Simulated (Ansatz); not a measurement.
Here is a crystal structure:

```
Hf O
1.0
     3.55802    0.00000    0.00000
     0.00000    3.55802    0.00000
     0.00000    0.00000    5.17186
Hf O
2 4
Direct
  0.50000 0.50000 0.50000
  0.00000 0.00000 0.00000
  0.00000 0.50000 0.69721
  0.50000 0.00000 0.80279
  0.50000 0.00000 0.30279
  0.00000 0.50000 0.19721
```

> What crystal do these data define?

Its composition is HfO$_{2}$. The symmetry is that of P4_2/nmc (No. 137), on a primitive tetragonal lattice. It has 6 atoms to the cell (2 Hf, 4 O). The polyhedra are HfO8 cubes; they share edges. The Hf atoms are each bonded to eight O in a distorted cubic arrangement at 2.05 to 2.37 Å. The coordination shell of O holds four Hf in a distorted tetrahedral arrangement at 2.05 to 2.37 Å. Not all metal-metal contacts are counted. The bonds build a three-dimensional framework.

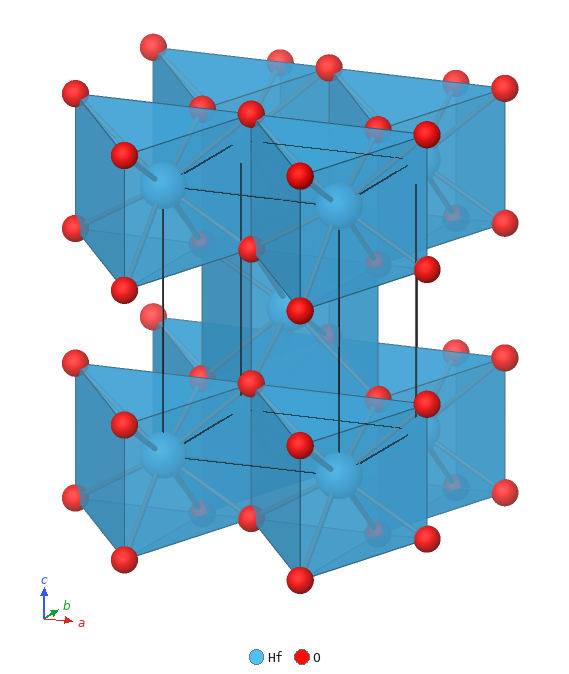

Drawn in the polyhedral manner and seen slightly off an axis. The conventional unit cell is outlined; an atom on or near a face, edge or corner is repeated at each equivalent position. A few atoms beyond the faces are included.

The initial geometry was a structure listed in the Materials Project. Earlier steps of the study may have refined or changed the cell and positions. It went into a calculation with Ansatz.
